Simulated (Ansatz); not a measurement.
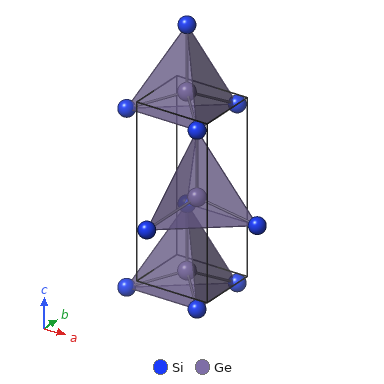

System: SiGe, space group P6_3mc (No. 186). The picture shows the cell.

Starting cell:
```xyz
4
Lattice="3.9044 0.0000 0.0000 -1.9522 3.3813 0.0000 0.0000 0.0000 6.4537" Properties=species:S:1:pos:R:3 pbc="T T T"
Si    1.9522    1.1271    5.6435
Si    0.0000    2.2542    2.4167
Ge    1.9522    1.1271    3.2303
Ge    0.0000    2.2542    0.0034
```

How it was computed, with Ansatz 0.2.0: energy, stress and cell of a relaxed crystal along a series of strains, atoms and what the cell freedom names relaxed within the symmetry; plane waves with PAW datasets, Γ-centred k mesh; energies extrapolated to zero smearing. Level: r2SCAN, no spin polarisation.

wave cutoff 500 eV; k mesh 12×12×4; occupations Gaussian; smearing width 0.02 eV; strain kind biaxial in the ab plane; cell freedom length and tilt of c free.

Predict the energy change and band gap against strain. The strain takes the values −3, −2, −1, 0, 1, 2, 3 %.

The energy rises on both sides of the starting structure, which is therefore a minimum along this path. The energy change is 27.61 meV/atom at strain −3 % and 24.33 meV/atom at 3 %; the lowest computed point is at strain 0 % (0.00 meV/atom), and no other minimum shows. The band gap stays open and runs from 0.473 eV at strain −3 % to 0.245 eV at 3 %, with its largest value, 0.661 eV, at 0 %.

| strain (%) | energy change (meV/atom) | band gap (eV) |
| --- | --- | --- |
| −3 | 27.61 | 0.473 |
| −2 | 12.01 | 0.567 |
| −1 | 2.93 | 0.635 |
| 0 | 0.00 | 0.661 |
| 1 | 2.85 | 0.602 |
| 2 | 11.09 | 0.421 |
| 3 | 24.33 | 0.245 |

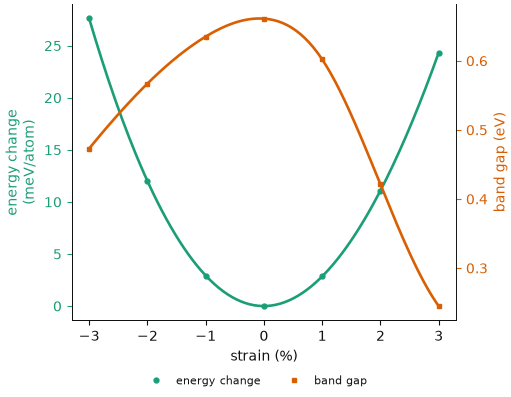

Caveats: a crossing between the sampled k points may be missed.
